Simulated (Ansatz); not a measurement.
# Ru: single-point calculation

Ru (6 atoms in the cell), computed with DFT, PBE, plane waves, PAW, no spin polarisation (Ansatz 0.2.0).

The structure derives from a Materials Project entry. Figures and captions count atoms from 1; the log counts them from 0 in places.

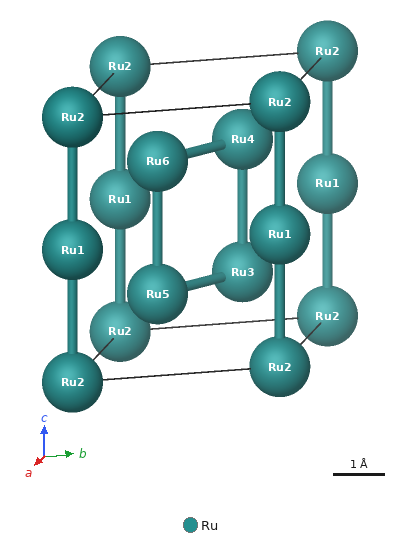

**Figure 1.** The structure as given in the input (ball-and-stick view of the cell of the calculation, seen slightly off an axis; atoms are numbered from 1 in the order of the input).

### Summary

| quantity | value |
| --- | --- |
| outcome | converged |
| space group (tolerance 0.01 Å) | P6/mmm (191) |
| electrons treated | 96 |
| free energy | −35214.4375 eV |
| Fermi energy | 22.669 eV |
| gap on the k-point mesh | none (metallic) |
| pressure | −2.26 GPa |
| largest force (length of the vector) | under 0.001 eV/Å |
| hardware | 1 thread of Arm Neoverse V2, 240 GiB of memory available, shared host |
| wall time | 7.4 s |
| peak memory | 0.41 GiB |

### Notes

Settings chosen away from the usual ones: scf.mixing.algorithm set to msr1; scf.mixing.beta set to 0.1; scf.mixing.ndim set to 16; basis.ecutwfc set to 200 eV (from 420). These settings are looser than, or depart from, a standard set-up, so the numbers are not reference values for this system. Warnings of the run: the cutoff is below the recommended one.

### The input
```yaml
crystal:
  lattice:
    - [2.1342321635, -3.6965985423, 0.0]
    - [-4.268464327, 0.0, 0.0]
    - [0.0, 0.0, -5.3639323747]
  atoms:
    - { symbol: Ru, position: [1.0, 0.0, 0.5] }
    - { symbol: Ru, position: [1.0, 0.0, 0.0] }
    - { symbol: Ru, position: [0.3333333333, 0.6666666667, 0.25] }
    - { symbol: Ru, position: [0.3333333333, 0.6666666667, 0.75] }
    - { symbol: Ru, position: [0.6666666667, 0.3333333333, 0.25] }
    - { symbol: Ru, position: [0.6666666667, 0.3333333333, 0.75] }
basis:
  ecutwfc: "200 eV"
kpoints:
  mp_grid: { grid: [12, 12, 6] }
hamiltonian:
  xc: pbe
scf:
  occupations: { method: gaussian, width: 0.1 }
  mixing: { algorithm: msr1, beta: 0.1, ndim: 16 }
output:
  forces: true
  eigenvalues: true
  stress: true
```

Launch command:
```bash
ansatz run input.yaml --threads 1 --pin off --max-ram 2560MiB --backend cpu --events-out ev --progress --plain --runs-dir out
```

### The program's output
```
Warning: basis.ecutwfc = 200 eV is below the records' recommended 420 eV, and the density's cutoff is lower with it unless basis.ecutrho_ratio is high enough to keep the records' density cutoff: compare with a run at a higher cutoff
Engine: ansatz 0.2.0, aarch64-unknown-linux-gnu
Pseudopotentials: kind: paw
Pseudopotential: Ru, paw, valence charge 16, recommended cutoff 420 eV (normal), Ru.paw.azcp
Functional definition: PBE
  parameter kappa = 0.804
  parameter beta = 0.06672455060314922
  exchange = pbe_x(kappa = kappa, mu = beta*pi^2/3)
  correlation = pbe_c(beta = beta)
Crystal: 6 atoms, lattice volume = 84.636 Å³
Basis set: ecut = 200 eV, 541 PW (Γ), exchange–correlation on 40×40×50 points (8 copies of the dense FFT grid, shifted against one another)
Bands: 58, of which v1, the nominal top of the filled ones, is band 48 counted from 1 (47 counted from 0)
Symmetry: 48 space group operations
Space group: P6/mmm (ITA 191), of the structure as read, at distance tolerance 4.4e-5 Å
k-points: 76 of 864
Non-local potential: Ru, projectors of the file, l = 0: 3, l = 1: 2, l = 2: 2, l = 3: 1
PAW form: soft (Blöchl's): semilocal exchange-correlation on the pseudo side does not see the compensation charge
PAW one-centre angular grid: Ru, 590 points (default); XC on 64 Gauss nodes
Initial density: superposition of atomic densities (neutral atoms: chi_scale 0, normalization atom), corrected by the library's trained network
Initial wavefunctions: pseudopotential atomic-orbital guess
Functional: x = pbe(κ = 0.804, μ = 0.2195149727645171), c = pbe(β = 0.06672455060314922)
SCF iter   1: F=—  HF=-35218.489009 eV  |F-HF|=—  |Δ(HF+E_count)|=         —  Δρ=1.51e-1  dr2=1.03e1  ethr=1.77e-3  ⟨swp⟩=4.4  Hψ=14251  notcnv=0
preconditioner: auto → Kerker (q_TF=auto, 2.786 Å⁻¹)  [metal: Δε(μ)=0.010 eV  Ē_g=5.015 eV  σ=0.100 eV  W_gap=0.06  n_scr=22 (ndim 16)  ℏωp=28.0 eV  f_vac=0.000  D(μ)=7.25/eV (n_scr^D=96)]
SCF iter   2: F=—  HF=-35217.557582 eV  |F-HF|=—  |Δ(HF+E_count)|=   9.31e-1  Δρ=1.35e-1  dr2=7.88e0  ethr=1.77e-3  ⟨swp⟩=2.0  Hψ=5611  notcnv=0  defer=24
SCF iter   3: F=—  HF=-35214.445771 eV  |F-HF|=—  |Δ(HF+E_count)|=    3.11e0  Δρ=2.46e-2  dr2=4.27e-1  ethr=1.77e-3  ⟨swp⟩=2.2  Hψ=8536  notcnv=0  defer=24
SCF iter   4: F=—  HF=-35214.434514 eV  |F-HF|=—  |Δ(HF+E_count)|=   1.13e-2  Δρ=1.47e-2  dr2=9.45e-2  ethr=4.45e-4  ⟨swp⟩=1.1  Hψ=5105  notcnv=0  defer=140
SCF iter   5: F=—  HF=-35214.443053 eV  |F-HF|=—  |Δ(HF+E_count)|=   8.54e-3  Δρ=7.09e-3  dr2=5.03e-2  ethr=9.84e-5  ⟨swp⟩=1.6  Hψ=4627  notcnv=0  defer=140
SCF iter   6: F=—  HF=-35214.438808 eV  |F-HF|=—  |Δ(HF+E_count)|=   4.24e-3  Δρ=8.78e-4  dr2=3.88e-4  ethr=5.24e-5  ⟨swp⟩=1.4  Hψ=4401  notcnv=0  defer=140
SCF iter   7: F=—  HF=-35214.438767 eV  |F-HF|=—  |Δ(HF+E_count)|=   4.10e-5  Δρ=1.16e-4  dr2=1.11e-5  ethr=4.04e-7  ⟨swp⟩=1.8  Hψ=4650  notcnv=0  defer=140
SCF iter   8: F=—  HF=-35214.437496 eV  |F-HF|=—  |Δ(HF+E_count)|=   1.27e-3  Δρ=3.55e-5  dr2=6.29e-7  ethr=1.15e-8  ⟨swp⟩=2.0  Hψ=6089  notcnv=0  defer=140
SCF iter   9: F=-35214.437496 eV  HF=-35214.437496 eV  |F-HF|=4.46e-8  |Δ(HF+E_count)|=   1.52e-8  Δρ=5.94e-6  dr2=5.37e-8  ethr=1.04e-10  ⟨swp⟩=7.7  Hψ=13886  notcnv=0
SCF 1 converged in 9 iterations: F = -35214.437496 eV  dr2 = 5.37e-8
  greatest PAW one-centre occupation: 1.075 electrons in one spin orbital (limit 2), on the Ru atom at site 5 (counted from 0), in its partial waves of l = 1
```

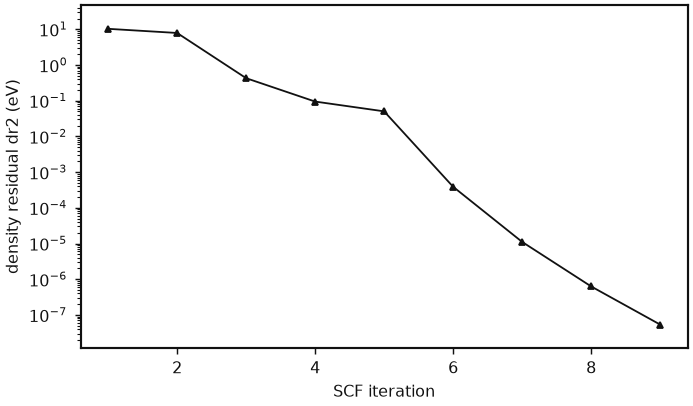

**Figure 2.** Convergence of the self-consistent field: density residual dr2 against the SCF iteration. The residual falls at every step.

```
SCF converged after 9 iterations
Free energy (F): -35214.437496 eV
Harris-Foulkes:  -35214.437496 eV  (|F-HF|=4.46e-8)
Internal energy: -35214.395412 eV  (E = F + TS)
E sigma→0 (E₀):  -35214.416454 eV
Entropy (-TS):   -0.042084 eV (-7.014 meV/atom)
Fermi energy:    22.669137 eV
--- Per-component energies (eV) ---
  E_band       = -465.260779
  E_kinetic    = 3217.663373
  E_local      = -7634.796657  (includes V_loc(G=0)·N_el)
  E_nonlocal   = 1852.164662
  E_hartree    = 2416.533060
  E_xc         = -1174.489463
  E_vxc        = -1476.129617  (∫ρ·V_xc dr)
  E_paw        = -20699.000332  (= ΣΔE_a)
  E_vpaw       = -1257.189032  (= ΣTr[D̂ρ^β])
  E_aug_tail   = -0.030881  (compensation charges beyond the density's cutoff)
  E_ewald      = -13192.439173
  E_smearing   = -0.042084  (= −TS)
  E_closure    = -0.000000  (closes the sum)
  Σ components = -35214.437496   (vs F -35214.437496, Δ=0.00e0)
--- Forces (eV/Å), atoms counted from 1 ---
  atom   1  Ru    -0.00000000    -0.00000000     0.00000000
  atom   2  Ru     0.00000000     0.00000000     0.00000000
  atom   3  Ru    -0.00000000    -0.00000000    -0.00000000
  atom   4  Ru    -0.00000000     0.00000000    -0.00000000
  atom   5  Ru     0.00000000    -0.00000000     0.00000000
  atom   6  Ru     0.00000000     0.00000000     0.00000000
  max |Σ_I F_I| component: 2.78e-17 eV/Å
--- Stress (GPa, compression-positive) ---
       -2.774974      -0.000000       0.000000
       -0.000000      -2.774974       0.000000
        0.000000       0.000000      -1.225560
  P = ⅓ Tr σ = -2.2585 GPa (-22.585 kbar)
--- Band table (eV; the first three rows and the last of 76) ---
  k-point 0: bands = ["-52.6310", "-52.5446", "-52.4649", "-52.4430", "-52.3832", "-52.3325", "-21.9348", "-21.9348", "-21.8966", "-21.7736", "-21.7736", "-21.6969", "-21.6322", "-21.6322", "-21.4404", "-21.4308", "-21.4308", "-21.2434", "-21.2406", "-21.1848", "-21.1848", "-21.1786", "-21.0401", "-21.0401", "14.7537", "16.8997", "16.8997", "17.0886", "17.4348", "17.4348", "18.0445", "19.2877", "19.3959", "19.3959", "19.4344", "19.4344", "19.6207", "19.7589", "20.4851", "20.4851", "20.6377", "20.6377", "20.7137", "20.7137", "21.1991", "21.1991", "21.3320", "21.3320", "23.4030", "23.4030", "24.0414", "24.0414", "24.2892", "24.2892", "25.1000", "25.9222", "26.5695", "32.1003"]
  k-point 1: bands = ["-52.6252", "-52.5513", "-52.4628", "-52.4439", "-52.3795", "-52.3361", "-22.0871", "-21.8822", "-21.8822", "-21.7937", "-21.7937", "-21.7562", "-21.7407", "-21.5899", "-21.5899", "-21.5436", "-21.5436", "-21.2162", "-21.1762", "-21.1762", "-21.0302", "-20.9921", "-20.9216", "-20.9216", "14.9477", "16.7713", "16.7713", "17.2677", "17.3804", "17.3804", "17.7090", "19.1890", "19.1890", "19.3302", "19.3515", "19.3515", "19.9564", "20.4206", "20.4537", "20.4537", "20.5207", "20.5207", "20.7263", "20.7263", "21.6170", "21.6170", "21.8617", "21.8617", "23.2124", "23.2124", "23.8678", "23.8678", "24.2035", "24.2145", "24.2145", "24.4753", "28.0173", "32.2707"]
  k-point 2: bands = ["-52.6098", "-52.5681", "-52.4571", "-52.4460", "-52.3705", "-52.3447", "-21.8842", "-21.7745", "-21.7745", "-21.7034", "-21.7034", "-21.6080", "-21.5378", "-21.5306", "-21.5306", "-21.4072", "-21.4072", "-21.1576", "-21.1340", "-21.1079", "-21.1079", "-21.1033", "-20.9194", "-20.9194", "15.4865", "17.0421", "17.4700", "17.4700", "17.9198", "18.0212", "18.0212", "18.6529", "18.6529", "18.9118", "18.9350", "18.9350", "20.4540", "20.4540", "20.4829", "20.4829", "20.6797", "20.9226", "21.1072", "21.1072", "21.6918", "21.6918", "22.3801", "22.3801", "22.9616", "22.9863", "23.0467", "23.0467", "23.8360", "23.8360", "24.0823", "24.0823", "29.8644", "32.3713"]
  k-point 75: bands = ["-52.4692", "-52.4692", "-52.4653", "-52.4653", "-52.4653", "-52.4653", "-22.1107", "-22.1107", "-21.8271", "-21.8271", "-21.8271", "-21.8271", "-21.4200", "-21.4200", "-21.4056", "-21.4056", "-21.4056", "-21.4056", "-21.2849", "-21.2849", "-21.2849", "-21.2849", "-21.0608", "-21.0608", "17.1375", "17.1375", "17.9716", "17.9716", "18.1917", "18.1917", "18.1917", "18.1917", "19.4343", "19.4343", "19.4343", "19.4343", "19.5732", "19.5732", "19.5732", "19.5732", "20.4384", "20.4384", "20.4384", "20.4384", "20.8100", "20.8100", "22.7379", "22.7379", "22.9093", "22.9093", "22.9093", "22.9093", "24.0182", "24.0182", "24.1108", "24.1108", "25.7285", "25.7285"]
```
